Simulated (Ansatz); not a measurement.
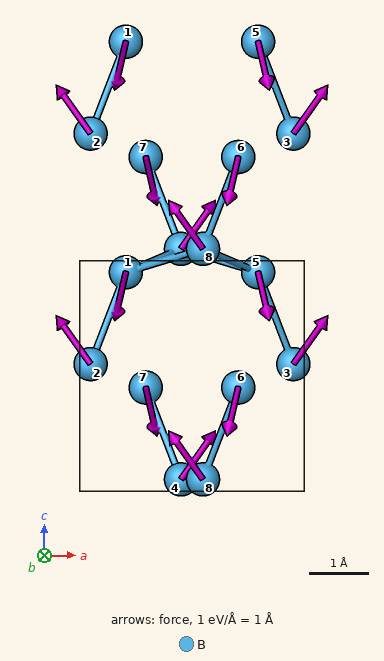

Starting geometry of a crystal of B (a generated structure, set up in P-4n2) (coarse preliminary run) with the computed forces as purple arrows. Style: ball-and-stick. Shown: the cell of the calculation, repeated 1 × 1 × 2 with one cell outlined, along the b axis.

Level of theory: Ansatz 0.2.0, DFT PBE, scalar-relativistic, plane waves, PAW. (plane-wave cutoff 420 eV; k-point mesh 4 × 4 × 4; occupations gaussian; smearing width 0.1 eV; no spin polarisation; cell and atoms relaxed; force threshold 0.04 eV/Å; at most 70 steps)

**Is this structure relaxed? If not, where do the atoms go?**

It isn't relaxed: the largest force vector, on B atoms, is 1.05 eV/Å. The final displacements follow the starting forces only in part (cosine between the two patterns 0.83). The energy falls by 410 meV per atom in 6 accepted moves (8 points after the start). The largest force component goes from 0.84 to 0.0023 eV/Å. Pressure: 29.84 GPa at the start and 0.04 GPa at the end. The SCF was repeated twice at an unchanged geometry on a basis and grid sized afresh for the cell, which shifted the energy by 6.9 meV per atom at most. The largest moves relative to the cell, 0.42 Å, are those of 8 atoms (B1, B2, B3, B4 and others). B2 goes along [−2 −2 3]. Cell: a = b 3.825 → 3.655 Å (−4.4 %), c 3.923 → 4.654 Å (+18.6 %). Volume +8.4 %. Near-neighbour distances that change, for instance: B1–B5 2.281 → 1.828 Å, B1–B3 2.084 → 1.739 Å, B1–B5 (another image) 1.618 → 1.828 Å, B1–B4 1.662 → 1.739 Å. Bond angles that change, for instance: B5–B3–B7 131.9° → 180.0°, B1–B3–B6 144.4° → 180.0°, B2–B3–B6 154.0° → 121.7°. The space group (tolerance 0.01 Å) goes from P-4n2 (No. 118) to I4_1/amd (No. 141).

Limits of the set-up: the k-point mesh is coarse for a cell with partly filled bands.
